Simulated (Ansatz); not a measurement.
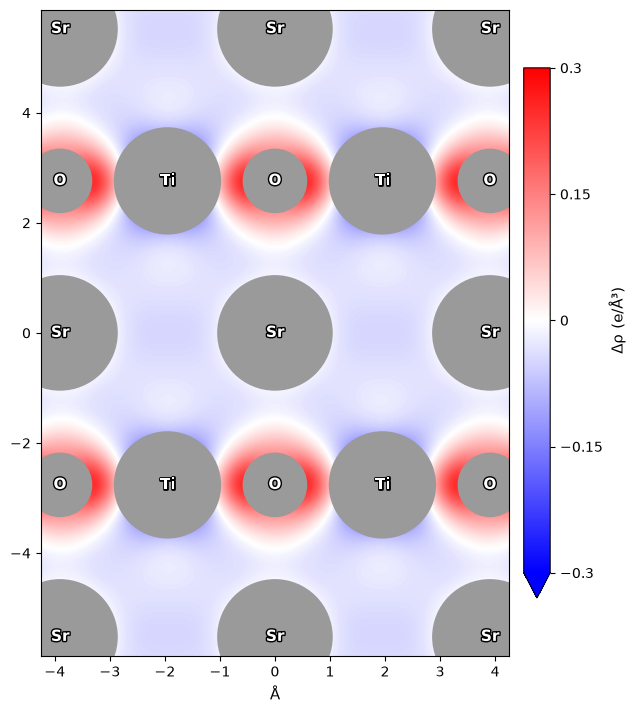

Figure 1: SrTiO$_{3}$. Bonding charge density, ρ(crystal) − Σ ρ(neutral atoms): a map on the (101̄) plane of the conventional cell, with grey discs over the atomic cores. Cores are masked to 1.0 Å (Sr), 1.0 Å (Ti) and 0.6 Å (O).

Space group Pm-3m; the calculation finds a residual pressure of about 4 GPa at this fixed cell.

Computed with DFT PBE, scalar-relativistic, plane waves, PAW (Ansatz 0.2.0).

In a PAW calculation such maps are meaningful between the atoms, not at the nuclei.

Q: Describe the bonding charge.

A: O–Ti (1.95 Å): Δρ is +0.1 e/Å³ at the midpoint (inside or at the edge of a masked core, so read it with care). O–Sr (2.76 Å): Δρ is −0.016 e/Å³ at the midpoint, so little or no bond charge builds up halfway. Sr–Ti (3.38 Å): Δρ is −0.04 e/Å³ at the midpoint. Over the whole cell, outside the masked cores, the largest gain, 0.22 e/Å³, lies 0.7 Å from an oxygen nucleus and 1.2 Å from a titanium one, and the largest loss lies at the edge of the masked core of Ti. The rearranged charge, half the integral of |Δρ|, is about 0.26 e an atom. Bader charges: Sr +1.59, Ti +2.24 and O −1.28 e.

Cost of the run: 37 s on 1 thread of Arm Neoverse V1, with other jobs on the host, peak memory 0.34 GiB.
